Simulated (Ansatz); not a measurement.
# GaN: what the fields show

```
CELL_PARAMETERS angstrom
-2.13524 0.00000 -2.13524
-2.13524 0.00000 2.13524
0.00000 4.27047 0.00000
ATOMIC_POSITIONS crystal
Ga 0.50000 0.50000 0.44731
Ga 0.00000 0.00000 0.94731
N 0.50000 0.50000 0.00000
N 0.00000 0.00000 0.50000
```

Space group I4mm; a structure from a database of computed crystals, not necessarily the ambient phase; changed on purpose from its base cell (atom 1 (Ga) moved by (-0.225, +0.000) A along y and z); not relaxed (largest force 1.0 eV/Å); computed pressure about −2 GPa in this cell.

The calculation used Ansatz, DFT r2SCAN, scalar-relativistic, plane waves, PAW.

The density is the valence pseudo-density of a PAW calculation; it isn't the true density close to the nuclei.

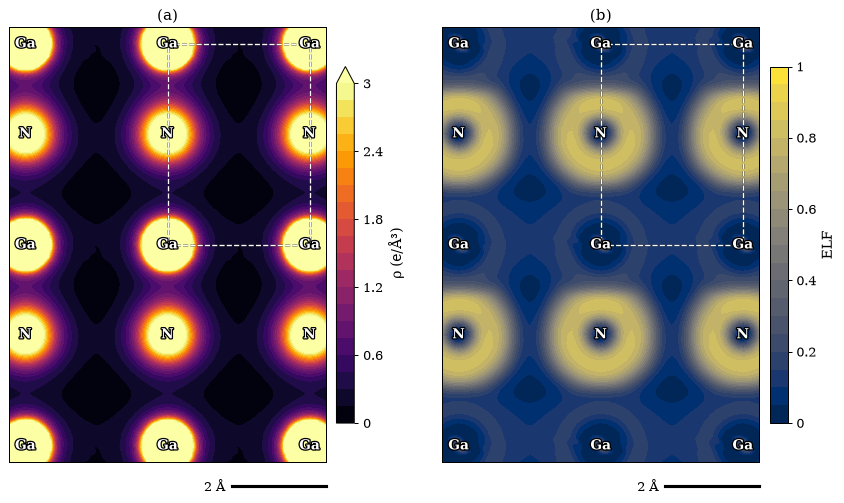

Figure 1. (a) valence electron density; (b) electron localisation function on the (010) plane of the conventional cell.

**Interpret the plot.**

- The plane passes through Ga and N nuclei.
- Ga–N (1.91 Å): ρ is about 0.79 e/Å³ halfway; the ELF peaks at about 0.85 in the valence shell of N, 0.6 Å from its nucleus, and is about 0.45 at the midpoint.
- Between the atoms the lowest density in this plane is 0.08 e/Å³.

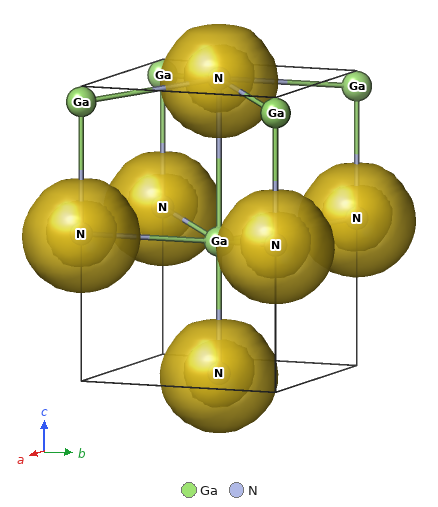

Figure 2. Isosurface of the ELF at 0.75 (yellow), seen slightly off an axis. Core shells and regions of very low density are left out. Sticks mark near contacts.

**Identify the bonds, lone pairs and shells in this picture.**

The ELF exceeds this value in two regions wrapped around N (the valence shell of each), counted in one cell of 4 atoms. Regions shared between cells count once.


 Ga–N (2.15 Å): the ELF peaks at about 0.85 in the valence shell of N, 0.7 Å from its nucleus, and is about 0.40 at the midpoint.

**Does the calculation make it a metal, or give it a gap?**

It is gapped, with a Kohn–Sham gap of 0.93 eV on the k-point mesh (the band edges may lie off the mesh, which would make the gap smaller).
